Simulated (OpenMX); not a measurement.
**Cs: 7 runs along one coordinate**

System: Cs (1 atom in the cell).
Method: Kohn-Sham DFT of a periodic cell, PBE, OpenMX 2013 PBE set, no spin polarisation (OpenMX 3.8.5).

The 7 runs differ only in the geometry, by an even scaling of the cell at fixed fractional positions. The structure derives from a Materials Project entry.

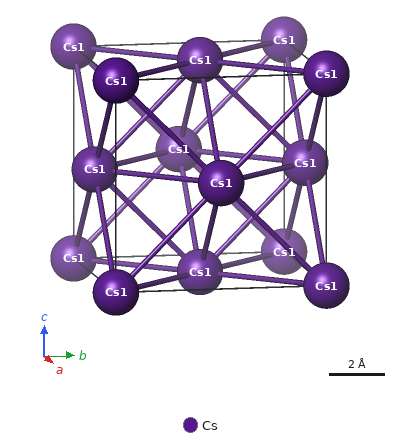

Figure 1. The structure of run 4 (ball-and-stick view of the cell 4 times as large as that of the calculation, set on its symmetry axes, seen slightly off an axis; atoms are numbered from 1 in the order of the input).

### Input of run 4
```
System.CurrrentDirectory             ./
System.Name                          Cs
DATA.PATH                            ./DFT_DATA13
level.of.stdout                      1
level.of.fileout                     0
Species.Number                       1
<Definition.of.Atomic.Species
  Cs  Cs12.0-s3p2d2          Cs_PBE13
Definition.of.Atomic.Species>

Atoms.Number                         1
Atoms.SpeciesAndCoordinates.Unit     FRAC
<Atoms.SpeciesAndCoordinates
    1  Cs    0.0000000000    0.0000000000    0.0000000000   4.500  4.500
Atoms.SpeciesAndCoordinates>

Atoms.UnitVectors.Unit               Ang
<Atoms.UnitVectors
     0.0000000000    3.9483357400    3.9483357400
     3.9483357400    0.0000000000    3.9483357400
     3.9483357400    3.9483357400    0.0000000000
Atoms.UnitVectors>

scf.XcType                           GGA-PBE
scf.SpinPolarization                 off
scf.ElectronicTemperature            580.226
scf.energycutoff                     300.0
scf.maxIter                          100
scf.EigenvalueSolver                 band
scf.Kgrid                            7 7 7
scf.Mixing.Type                      rmm-diisk
scf.Init.Mixing.Weight               0.05
scf.Min.Mixing.Weight                0.001
scf.Max.Mixing.Weight                0.3
scf.Mixing.History                   25
scf.Mixing.StartPulay                8
scf.criterion                        1.0e-8
scf.stress.tensor                    on
MD.Type                              nomd
```

Command:
```bash
openmx Cs.dat -nt 1 > Cs.std
```

Run 3 has the same physical settings and fractional positions; its lattice vectors (Å) are:
```
   0.000000    3.921836    3.921836
   3.921836    0.000000    3.921836
   3.921836    3.921836    0.000000
```

### Results, with one run withheld

```tsv
run	volume per atom (Å³)	free energy per atom, from the lowest run given (meV)
1	115.718	0.59
2	118.180	0.00
3	120.642	?
4	123.104	1.06
5	125.566	2.49
6	128.028	4.43
7	130.490	6.89
```

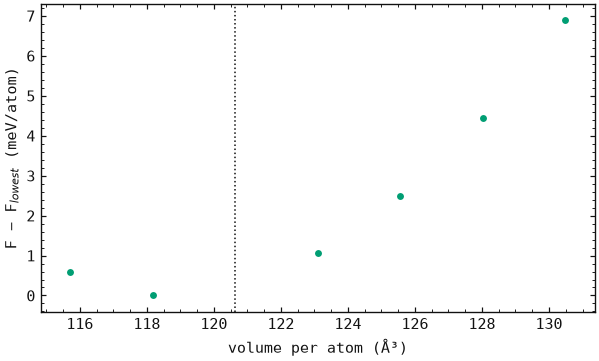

Figure 2. Free energy per atom of the runs given; the dotted line marks run 3.

What should run 3 give?

A cubic polynomial in V^(−2/3) (the Birch–Murnaghan form), fitted to the 6 runs given, misses them by at most 0.02 meV per atom. With x = V^(−2/3) − 0.04036 Å⁻², it reads F = 1.1541 − 2254.4 x + 1.0826e+06 x² + 1.0717e+07 x³ (meV per atom). At run 3 it gives 0.20 meV per atom, and the run itself gives 0.11. The fit has its minimum at 118.775 Å³ per atom, where V d²F/dV² gives 2.29 GPa: the bulk modulus at this level, since symmetry fixes the shape and the positions.

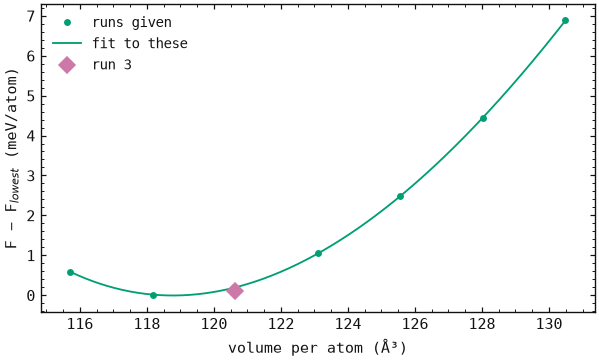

Figure 3. The fit and the withheld run.

### Some lines of the output (run 3)
```
[...]
  Cell_Volume =    814.131959796422 (Bohr^3)
        Total energy (Hartree) at MD = 1
   kloop=0
   kloop=1
   kloop=171
```

Notes: With a small basis of atomic orbitals these values can differ much from converged plane-wave results.
